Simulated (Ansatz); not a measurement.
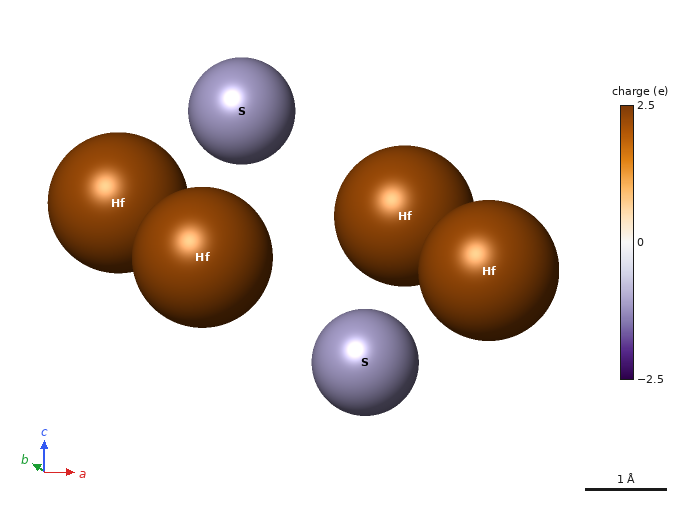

The figure gives a spheres-only picture of the atoms, viewed from the side at a slight tilt. The cell isn't outlined and the vacuum is left out. The atoms of this HfS₂ cell are coloured by their Bader charge.

Method used: DFT r2SCAN, scalar-relativistic, plane waves, PAW (Ansatz 0.2.0). It ran with plane-wave cutoff 500 eV, a 12×12×1 sampling of the Brillouin zone, Gaussian smearing of 0.02 eV, no spin polarisation.

Which element is the most positive, and which the most negative?

Most positive: Hf; most negative: S. Charges: about Hf +2.3 e; S -1.1 e. The transfer is large, as in an ionic solid.

Starting structure: a structure type filled with these elements by a generator (whether the compound takes this form wasn't checked). Earlier steps of the study may have refined or changed the cell and positions. Ansatz was used for an electronic-structure calculation on it.
